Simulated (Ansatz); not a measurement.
Ta7N8

Input

```
crystal:
  lattice:
    - [0.0, 4.41, 4.41]
    - [4.41, 0.0, 4.41]
    - [4.41, 4.41, 0.0]
  atoms:
    - { symbol: Ta, position: [0.0, 0.0, 0.5] }
    - { symbol: Ta, position: [0.0, 0.5, 0.0] }
    - { symbol: Ta, position: [0.0, 0.5, 0.5] }
    - { symbol: Ta, position: [0.5, 0.0, 0.0] }
    - { symbol: Ta, position: [0.5, 0.0, 0.5] }
    - { symbol: Ta, position: [0.5, 0.5, 0.0] }
    - { symbol: Ta, position: [0.5, 0.5, 0.5] }
    - { symbol: "N", position: [0.25, 0.25, 0.25] }
    - { symbol: "N", position: [0.25, 0.25, 0.75] }
    - { symbol: "N", position: [0.25, 0.75, 0.25] }
    - { symbol: "N", position: [0.25, 0.75, 0.75] }
    - { symbol: "N", position: [0.75, 0.25, 0.25] }
    - { symbol: "N", position: [0.75, 0.25, 0.75] }
    - { symbol: "N", position: [0.75, 0.75, 0.25] }
    - { symbol: "N", position: [0.75, 0.75, 0.75] }
scf:
  occupations: { method: gaussian, width: 0.2 }
output:
  forces: true
  stress: true
  eigenvalues: true
  write_density: true
  write_potential: true
  elf: true
  volumetric_format: npy
kpoints:
  mp_grid: { grid: [12, 12, 12] }
hamiltonian:
  xc: pbe
relax:
  f_tol: 0.003
  max_steps: 60
  cell: { stress_tol: 0.05 }
```

Command:

```sh
ansatz run input.yaml --threads 8 --pin off --max-ram 24576MiB --backend cpu --events-out ev --progress --plain --runs-dir out
```

Below, planes, directions and counts refer to the conventional cell (a = 8.73 Å, b = 8.73 Å, c = 8.73 Å, α = 90.00°, β = 90.00°, γ = 90.00°).

The fields are those of the run's last geometry, not of the input's.

Space group Fm-3m; a generated structure, not necessarily the stable one; computed without spin polarisation.

The calculation used DFT PBE, scalar-relativistic, plane waves, PAW (Ansatz).

The density is the valence pseudo-density of a PAW calculation; it isn't the true density close to the nuclei.

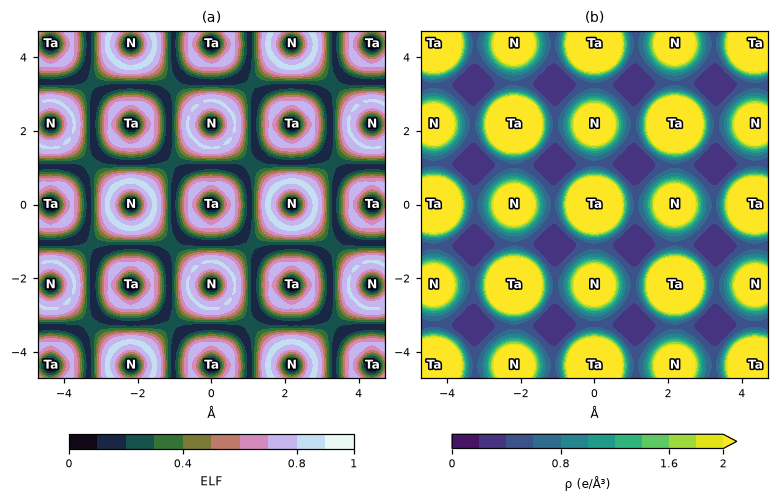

Figure 1. (a) electron localisation function; (b) valence charge density (pseudo) on the (001) plane of the conventional cell.

Q: What do the fields say about this system?

A:
- The plane passes through Ta and N nuclei.
- Ta–N (2.18 Å): ρ is about 0.56 e/Å³ halfway; the ELF peaks at about 0.80 in the valence shell of N, 0.7 Å from its nucleus, and is about 0.15 at the midpoint (no shared electron pair shows on this line).
- Ta–Ta (3.09 Å): the density is about 0.24 e/Å³ at the midpoint; the ELF is about 0.20 at the midpoint (no shared electron pair shows on this line).
- Between the atoms the lowest density in this plane is 0.24 e/Å³.
- The features right at Ta lie inside the PAW spheres, where the map follows smoothed inner orbitals and isn't to be read closely.

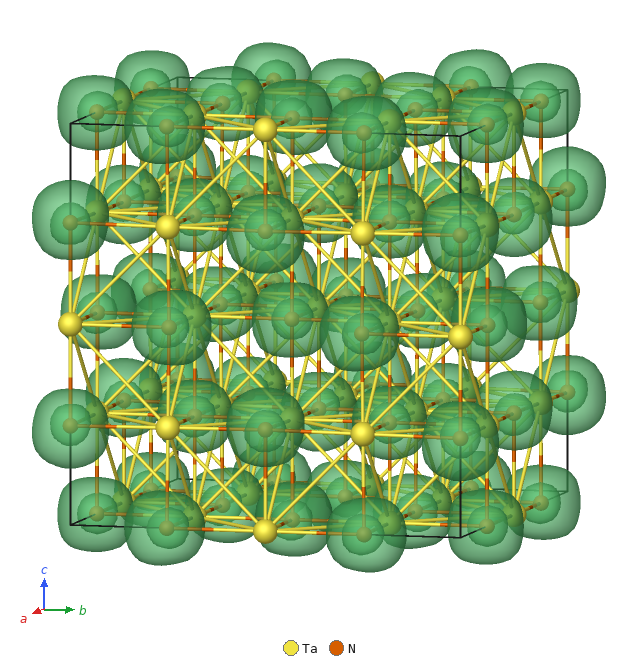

Figure 2. Isosurface of the ELF at 0.7 (green), seen slightly off an axis. Only the valence region is drawn (cores and ρ < 0.01 e/Å³ removed). Sticks mark near contacts.

Q: Where are the electrons localised?

A: The ELF exceeds this value in 32 regions wrapped around N (the valence shell of each), counted in one cell of 60 atoms. Any copies at cell faces, edges or corners count once.

Q: Metal or insulator at this level of theory?

A: It is metallic or semimetallic at this level of theory: no gap opens; semilocal functionals without U, or without the true magnetic order, often close the gap of such compounds.
